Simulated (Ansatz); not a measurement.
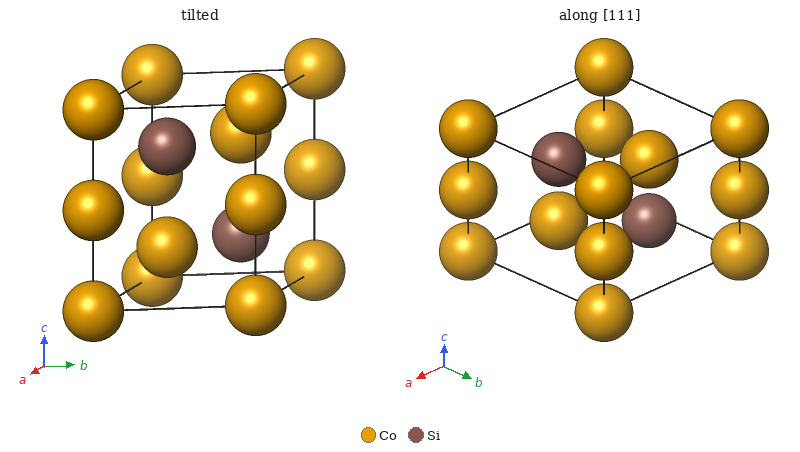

Crystal structure, spheres-only style, seen slightly off an axis and along [111]. The parallelepiped is the conventional unit cell. Cell: a = 3.888 Å, b = 3.888 Å, c = 4.894 Å, α = 90.00°, β = 90.00°, γ = 120.00°.

Describe the arrangement of the atoms.

Its composition is Co2Si. Space group P6_3/mmc (No. 194), lattice primitive hexagonal. In terms of structure types, this is Ni₂In type. There are 6 atoms in the cell: 4 Co, 2 Si. Si bonds to eleven Co at about 2.2 to 2.6 Å. Co takes two kinds of site: 2d with six Co and five Si (about 2.6 Å to Co, 2.2 to 2.4 Å to Si); 2a with eight Co and six Si (about 2.4 to 2.6 Å to Co, 2.6 Å to Si).

Source of the structure: a structure listed in the Materials Project, with elements exchanged, so it need not be a known form of the compound. Atoms and cell were optimised with Ansatz 0.2.0, DFT PBE, scalar-relativistic, plane waves, PAW.
